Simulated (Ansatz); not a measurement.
## Run report: Al3GaAs4, band-structure calculation (part 2 of 2)

Continued. System: Al3GaAs4 (8 atoms in the cell). Method: DFT, HSE06, plane waves, PAW, no spin polarisation (Ansatz 0.2.0); cutoff 420 eV, 4×4×4 k-mesh, fixed occupations. The structure was built on a prototype by a generator; it need not be a known phase. The geometry comes from this level: r2SCAN.

Geometry of the input (Å; fractional positions):
```
-2.8380  2.8380  5.6760
2.8380  -2.8380  5.6760
2.8380  2.8380  -5.6760
Al 0.7500  0.2500  0.5000
As 0.1249  0.6247  0.0000
Al 0.5000  0.5000  0.0000
As 0.8751  0.8751  0.4997
Al 0.2500  0.7500  0.5000
As 0.6247  0.1249  -0.0000
Ga 0.0000  0.0000  0.0000
As 0.3753  0.3753  0.5003
```

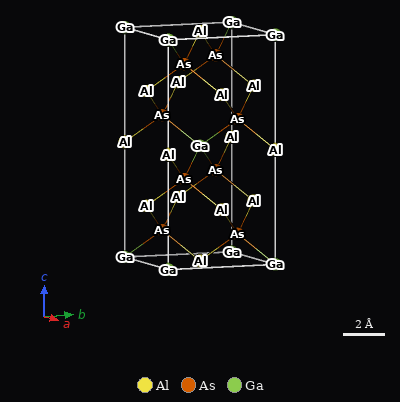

**Figure 1.** The input geometry (ball-and-stick view of the cell 2 times as large as that of the calculation, set on its symmetry axes, seen slightly off an axis). An atom can appear more than once, as a periodic image.

### Output, continued
```
--- Forces (eV/Å), atoms counted from 1 ---
  atom   1  Al     0.00000000     0.00000000     0.00000000
  atom   2  As    -0.01192780     0.01192780    -0.00719985
  atom   3  Al     0.00000000     0.00000000     0.00000000
  atom   4  As    -0.01192780    -0.01192780     0.00719985
  atom   5  Al     0.00000000    -0.00000000     0.00000000
  atom   6  As     0.01192780    -0.01192780    -0.00719985
  atom   7  Ga     0.00000000     0.00000000    -0.00000000
  atom   8  As     0.01192780     0.01192780     0.00719985
  max |Σ_I F_I| component: 6.94e-18 eV/Å
--- Stress (GPa, compression-positive) ---
        0.274143      -0.000000       0.000000
       -0.000000       0.274143      -0.000000
        0.000000      -0.000000       0.260248
  P = ⅓ Tr σ = 0.2695 GPa (2.695 kbar)
--- Band table (eV; the first three rows and the last of 13) ---
  k-point 0: bands = ["-31.6777", "-31.6773", "-31.6767", "-31.6767", "-31.6664", "-31.6661", "-31.6654", "-31.6654", "-31.6652", "-31.6652", "-31.6649", "-31.6649", "-31.6476", "-31.6476", "-31.6473", "-31.6473", "-31.6473", "-31.6469", "-31.6465", "-31.6465", "-10.8134", "-10.8134", "-10.8127", "-10.7414", "-10.7411", "-6.9464", "-4.6195", "-4.5779", "-4.5779", "-0.3265", "0.4090", "0.6008", "2.7329", "2.7995", "3.1336", "3.1336", "3.7973", "3.7973", "6.2707", "6.2772", "6.2772", "8.3767", "8.6593", "9.1878", "11.2554", "11.2554", "11.2649"]
  k-point 1: bands = ["-31.6775", "-31.6771", "-31.6769", "-31.6768", "-31.6662", "-31.6658", "-31.6656", "-31.6655", "-31.6653", "-31.6651", "-31.6650", "-31.6648", "-31.6476", "-31.6474", "-31.6473", "-31.6472", "-31.6472", "-31.6470", "-31.6468", "-31.6465", "-10.8143", "-10.8142", "-10.8135", "-10.7408", "-10.7408", "-6.4918", "-4.9984", "-4.9377", "-4.6543", "-0.1733", "0.4275", "0.4851", "2.4956", "3.1940", "3.3039", "3.6073", "4.2164", "4.5283", "4.5333", "5.1002", "6.0724", "9.1098", "10.1246", "10.6011", "10.7764", "11.2383", "11.2944"]
  k-point 2: bands = ["-31.6773", "-31.6770", "-31.6770", "-31.6770", "-31.6662", "-31.6661", "-31.6655", "-31.6654", "-31.6653", "-31.6652", "-31.6649", "-31.6648", "-31.6476", "-31.6476", "-31.6474", "-31.6472", "-31.6471", "-31.6468", "-31.6468", "-31.6465", "-10.8152", "-10.8151", "-10.8142", "-10.7405", "-10.7402", "-5.5012", "-5.3322", "-5.2690", "-5.2314", "-0.2901", "0.0854", "0.9718", "1.2709", "3.0783", "3.0813", "5.1945", "5.2226", "5.2859", "5.3211", "5.3363", "5.3495", "8.5602", "9.1266", "10.3544", "10.3692", "11.7052", "11.7089"]
  k-point 12: bands = ["-31.6782", "-31.6768", "-31.6766", "-31.6766", "-31.6665", "-31.6660", "-31.6660", "-31.6653", "-31.6653", "-31.6649", "-31.6649", "-31.6645", "-31.6477", "-31.6475", "-31.6474", "-31.6474", "-31.6474", "-31.6467", "-31.6465", "-31.6465", "-10.8136", "-10.8130", "-10.8130", "-10.7415", "-10.7410", "-6.1231", "-5.9750", "-4.6194", "-4.6194", "-0.2828", "0.2499", "2.4967", "2.8467", "3.7934", "3.7970", "3.7970", "3.8064", "4.6956", "4.6956", "4.8127", "4.8127", "8.3688", "8.3688", "8.6910", "9.3289", "9.4456", "9.5105"]
```

### File rho_z.tsv
```
# z_ang	rho[e/angstrom^3]
# format = ansatz-planar-average/11
# lattice	-2.838002537	2.838002537	5.676041946
# lattice	2.838002537	-2.838002537	5.676041946
# lattice	2.838002537	2.838002537	-5.676041946
# sites	8
# site	13	-0.000000000	2.838002537	2.838020973
# site	33	1.418182218	-1.418182218	4.254739307
# site	13	0.000000000	0.000000000	5.676041946
# site	33	1.418182218	1.418182218	7.097344585
# site	13	2.838002537	-0.000000000	2.838020973
# site	33	-1.418182218	1.418182218	4.254739307
# site	31	0.000000000	0.000000000	0.000000000
# site	33	1.419820319	1.419820319	1.421302639
0.000000	1.189929e0
0.144827	1.133832e0
0.289654	9.853348e-1
0.434481	7.917827e-1
0.579307	6.023331e-1
0.724134	4.481649e-1
0.868961	3.384985e-1
1.013788	2.678234e-1
1.158615	2.251742e-1
1.303442	2.003081e-1
1.448268	1.860950e-1
1.593095	1.783807e-1
1.737922	1.750160e-1
1.882749	1.751767e-1
2.027576	1.791436e-1
2.172403	1.884324e-1
2.317229	2.062647e-1
2.462056	2.379490e-1
2.606883	2.901921e-1
2.751710	3.685304e-1
2.896537	4.730404e-1
3.041364	5.940218e-1
3.186190	7.108298e-1
3.331017	7.966094e-1
3.475844	8.282510e-1
3.620671	7.966094e-1
3.765498	7.108298e-1
3.910325	5.940218e-1
4.055151	4.730404e-1
4.199978	3.685304e-1
4.344805	2.901921e-1
4.489632	2.379490e-1
4.634459	2.062647e-1
4.779286	1.884324e-1
4.924112	1.791436e-1
5.068939	1.751767e-1
5.213766	1.750160e-1
5.358593	1.783807e-1
5.503420	1.860950e-1
5.648247	2.003081e-1
5.793074	2.251742e-1
5.937900	2.678234e-1
6.082727	3.384985e-1
6.227554	4.481649e-1
6.372381	6.023331e-1
6.517208	7.917827e-1
6.662035	9.853348e-1
6.806861	1.133832e0
```

### File v_z.tsv
```
# z_ang	v_es[eV]	v_tot[eV]
# format = ansatz-planar-average/11
# xc	hse06
# density_cutoff_ev	1680
# datasets	Al=:simpson_from_first_knot:soft:fock:shift=0	As=:simpson_from_first_knot:soft:fock:shift=0	Ga=:simpson_from_first_knot:soft:fock:shift=0
# lattice	-2.838002537	2.838002537	5.676041946
# lattice	2.838002537	-2.838002537	5.676041946
# lattice	2.838002537	2.838002537	-5.676041946
# sites	8
# site	13	-0.000000000	2.838002537	2.838020973
# site	33	1.418182218	-1.418182218	4.254739307
# site	13	0.000000000	0.000000000	5.676041946
# site	33	1.418182218	1.418182218	7.097344585
# site	13	2.838002537	-0.000000000	2.838020973
# site	33	-1.418182218	1.418182218	4.254739307
# site	31	0.000000000	0.000000000	0.000000000
# site	33	1.419820319	1.419820319	1.421302639
0.000000	4.701752e0	-3.322415e0
0.144827	4.682717e0	-3.320354e0
0.289654	4.633424e0	-3.312575e0
0.434481	4.576379e0	-3.290587e0
0.579307	4.546542e0	-3.230960e0
0.724134	4.586314e0	-3.094758e0
0.868961	4.737370e0	-2.842697e0
1.013788	5.027294e0	-2.458923e0
1.158615	5.453429e0	-1.962333e0
1.303442	5.968787e0	-1.403132e0
1.448268	6.483235e0	-8.583660e-1
1.593095	6.874274e0	-4.405753e-1
1.737922	7.019850e0	-2.769803e-1
1.882749	6.870040e0	-4.223572e-1
2.027576	6.482688e0	-8.092841e-1
2.172403	5.979407e0	-1.308616e0
2.317229	5.481518e0	-1.814246e0
2.462056	5.081846e0	-2.256784e0
2.606883	4.829973e0	-2.587420e0
2.751710	4.727478e0	-2.782778e0
2.896537	4.740871e0	-2.859299e0
3.041364	4.820256e0	-2.865139e0
3.186190	4.916075e0	-2.847753e0
3.331017	4.989423e0	-2.832672e0
3.475844	5.016512e0	-2.827320e0
3.620671	4.989423e0	-2.832672e0
3.765498	4.916075e0	-2.847753e0
3.910325	4.820256e0	-2.865139e0
4.055151	4.740871e0	-2.859299e0
4.199978	4.727478e0	-2.782778e0
4.344805	4.829973e0	-2.587420e0
4.489632	5.081846e0	-2.256784e0
4.634459	5.481518e0	-1.814246e0
4.779286	5.979407e0	-1.308616e0
4.924112	6.482688e0	-8.092841e-1
5.068939	6.870040e0	-4.223572e-1
5.213766	7.019850e0	-2.769803e-1
5.358593	6.874274e0	-4.405753e-1
5.503420	6.483235e0	-8.583660e-1
5.648247	5.968787e0	-1.403132e0
5.793074	5.453429e0	-1.962333e0
5.937900	5.027294e0	-2.458923e0
6.082727	4.737370e0	-2.842697e0
6.227554	4.586314e0	-3.094758e0
6.372381	4.546542e0	-3.230960e0
6.517208	4.576379e0	-3.290587e0
6.662035	4.633424e0	-3.312575e0
6.806861	4.682717e0	-3.320354e0
```

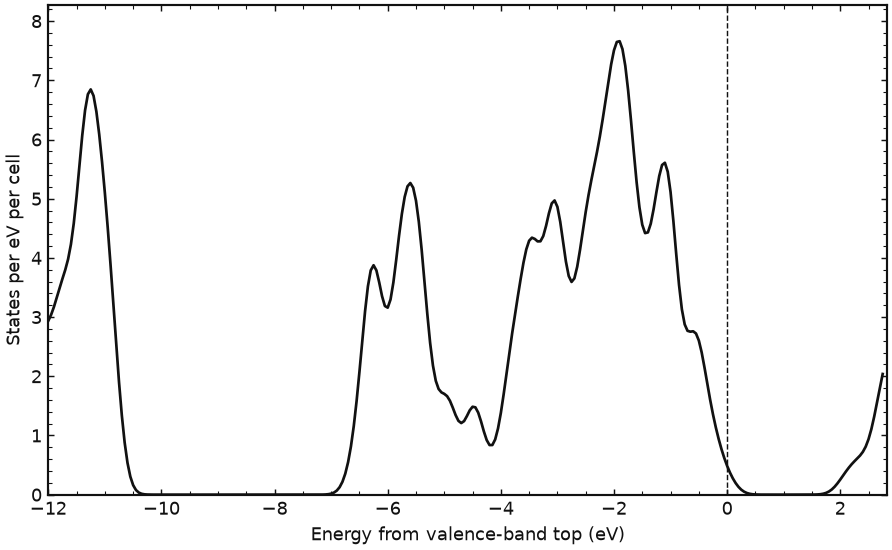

**Figure 2.** Density of states (the curve is built from the levels of the k mesh with Gaussians 0.4 eV wide, which also blur the band edges), with energies from the valence-band top. There is a gap of 2.09 eV on the k-point mesh. Small ripples come from the finite k-point mesh.

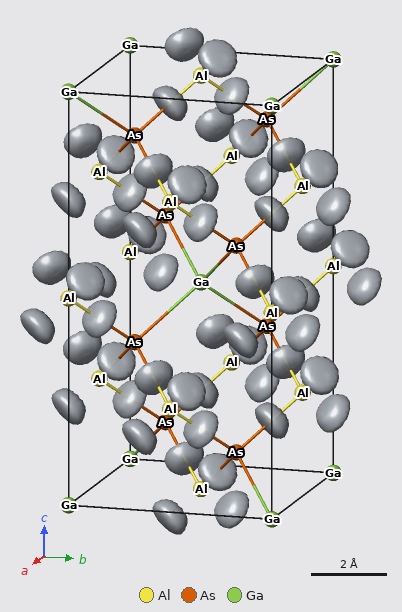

**Figure 3.** Isosurface of the ELF at 0.85 (grey), seen slightly off an axis. Core shells and regions of very low density are left out. Sticks mark near contacts. The outline is the cell set on symmetry axes. The ELF exceeds this value in 24 regions between bonded Al–As atoms (shared pairs), counted in one cell of 16 atoms. Along the contacts the grid gives the following. Ga–As (2.46 Å): the ELF peaks at about 0.80 between the atoms (a shared electron pair). In a PAW calculation such maps are meaningful between the atoms, not at the nuclei.

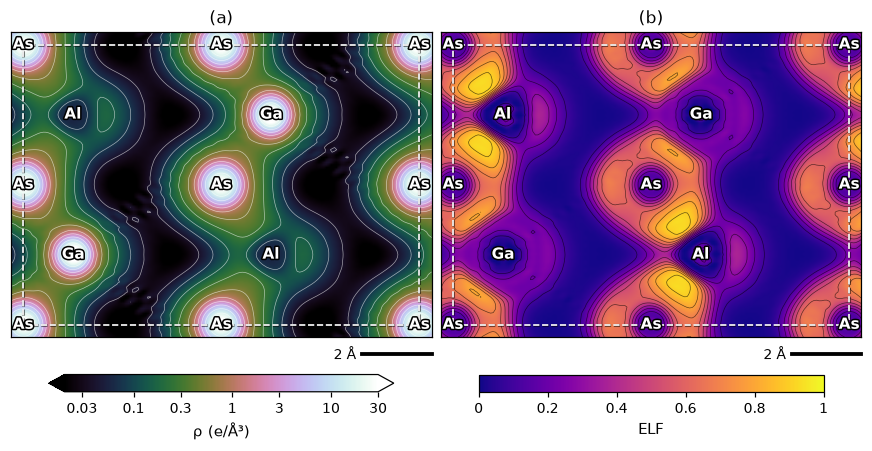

**Figure 4.** (a) valence pseudo-density; (b) electron localisation function on the (110) plane of the conventional cell. Atoms in the plane: As, Al and Ga. Al–As (2.46 Å): ρ at the midpoint is about 0.49 e/Å³; the ELF peaks at about 0.95 between the atoms (a shared electron pair). Ga–As (2.46 Å): ρ at the midpoint is about 0.49 e/Å³; the ELF peaks at about 0.80 between the atoms, which marks localised, shared-pair bonding. Away from the nuclei the density in this plane falls to 0.009 e/Å³ at its lowest. The strong features right at Ga lie inside the PAW spheres (semicore, d or f shells) and say nothing about bonding.

### Results in brief

| quantity | value |
| --- | --- |
| outcome | converged |
| space group (tolerance 0.01 Å) | I-42m (121) |
| electrons treated | 82 |
| free energy | −24830.5772 eV |
| Fermi energy | 6.277 eV |
| gap on the k-point mesh | 2.09 eV |
| pressure | 0.27 GPa |
| largest force (length of the vector) | 0.018 eV/Å |
| hardware | 4 threads of Arm Neoverse V1, 24 GiB of memory available, shared host |
| wall time | 3.6 min (CPU time 14 min) |
| peak memory | 3.6 GiB |

### Notes

Warnings of the run: the exchange loop's threshold is looser than advised for the stress; the SCF threshold is looser than advised for the printed stress.
